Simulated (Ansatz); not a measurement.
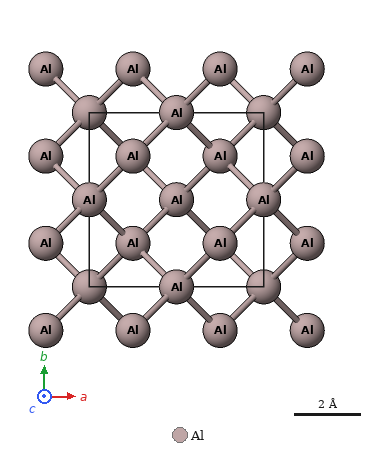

This is the input geometry for a relaxation of crystalline Al (built on the diamond_227 type) (coarse preliminary run). Style: ball-and-stick. Shown: the conventional cell (4 times the calculation's cell), along the c axis. Lengths and directions refer to the drawn axes.

Case: diamond type (Fd-3m, No. 227).

The calculation used Ansatz 0.2.0, DFT r2SCAN, scalar-relativistic, plane waves, PAW.

The input:
```yaml
crystal:
  lattice:
    - [0.0, 2.6598623323, 2.6598623323]
    - [2.6598623323, 0.0, 2.6598623323]
    - [2.6598623323, 2.6598623323, 0.0]
  atoms:
    - { symbol: Al, position: [0.5, 0.5, 0.5] }
    - { symbol: Al, position: [0.75, 0.75, 0.75] }
basis:
  ecutwfc: 500
kpoints:
  mp_grid: { grid: [6, 6, 6] }
hamiltonian:
  xc: r2scan
scf:
  occupations: { method: gaussian, width: 0.1 }
  lower_state_search: "off"
output:
  forces: true
  stress: true
  eigenvalues: true
relax:
  adjacent_minimum: "off"
  f_tol: 0.04
  max_steps: 70
  cell: { stress_tol: 0.4 }
```

> What does the optimiser find from here?

After 4 accepted moves (5 points after the start) the energy has fallen by 622 meV per atom. All forces vanish by symmetry, so only the cell relaxes. Pressure: 31.37 GPa at the start and 0.11 GPa at the end. At 1 point the geometry stayed and the basis and grid were re-selected for the new cell (energy shift of 1.0 meV per atom at most each time). No atom moves by more than 0.005 Å relative to the cell. Cell: a = b = c 5.320 → 6.020 Å (+13.2 %). Volume +44.9 %. Near-neighbour distances that change, for instance: Al1–Al2 2.304 → 2.607 Å. The space group stays Fd-3m (No. 227).

Step by step:

```tsv
step	E − E(0), meV/atom	pressure, GPa	volume, Å³/atom	note
0	0.00	31.37	18.818	
1	-408.73	14.72	21.759	
2	-590.83	4.48	24.966	
3	-619.26	1.01	26.685	
4	-621.14	0.04	27.273	
5	-622.11	0.11	27.273	same geometry, new basis
```

Final geometry:

```xyz
2
Lattice="0.0000 3.0101 3.0101 3.0101 0.0000 3.0101 3.0101 3.0101 0.0000" Properties=species:S:1:pos:R:3 pbc="T T T"
Al    3.0101    3.0101    3.0101
Al    4.5151    4.5151    4.5151
```

The end point in the same view:

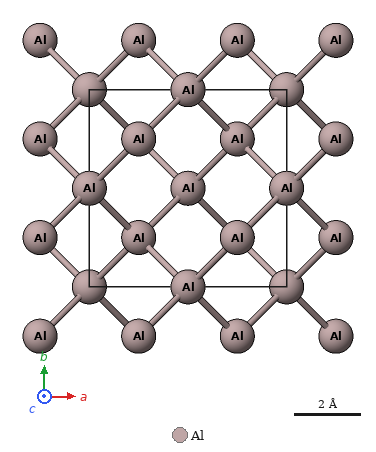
